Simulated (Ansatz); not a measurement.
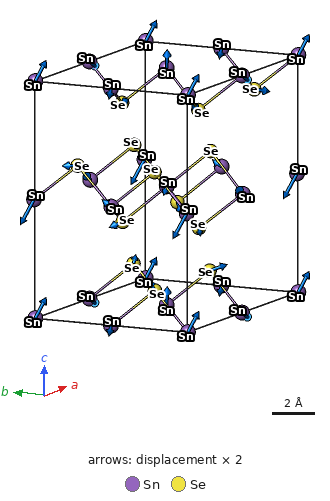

This is a relaxation of solid Sn₈Se₁₃ (a generated structure, set up in P1) (coarse preliminary run). The starting structure is drawn; blue arrows show the displacements (the part carried along by the change of the cell is left out), magnified 2 times.

A ball-and-stick model of the cell of the calculation, seen from a free direction.

Case: 3 of 16 Se atoms taken out at random.

These are results of Ansatz 0.2.0, DFT PBEsol, scalar-relativistic, plane waves, PAW, not measurements. Set-up: plane-wave cutoff 420 eV; k-point mesh 2 × 2 × 1; occupations gaussian; smearing width 0.1 eV; mesh shifted by (0.5, 0.5, 0); no spin polarisation; cell and atoms relaxed; force threshold 0.04 eV/Å; at most 50 steps.

> Atoms of which element are displaced furthest, and by how much?

Tin: up to 0.71 Å, against 0.47 Å for selenium.

> What did the optimiser do to the structure, and how much energy did it gain?

After 13 accepted moves (15 points after the start) the energy has fallen by 78.8 meV per atom. The largest force component goes from 0.82 to 0.017 eV/Å. The pressure goes from 0.46 to −0.01 GPa. The line search rejected the trial step at point 13 of the run. At 1 point the geometry stayed and the basis and grid were re-selected for the new cell (energy shift of 0.1 meV per atom at most each time). The atom that moves furthest relative to the cell is a Sn atom (0.71 Å along [−3 1 −3]). By element the largest moves are Sn 0.71 Å, Se 0.47 Å. The volume changes by −4.1 %, with a 7.638 → 7.557 Å (−1.1 %), b 7.638 → 7.414 Å (−2.9 %), c 12.294 → 11.776 Å (−4.2 %), α 90.0° → 86.9°, β 90.0° → 96.5°, γ 120.0° → 114.6°. Among the contacts that change: Se–Se 3.691 → 3.044 Å, Se–Se 3.751 → 3.149 Å, Se–Se 3.827 → 3.320 Å, Se–Se 3.792 → 3.320 Å. Among the angles between lasting bonds that change: Se–Sn–Se 179.6° → 154.5°, Se–Sn–Se 179.8° → 155.8°, Se–Sn–Se 178.5° → 154.7°. The space group stays P1 (No. 1).

Limits of the set-up: layers or molecules are held without a dispersion correction, so their spacing is unreliable.
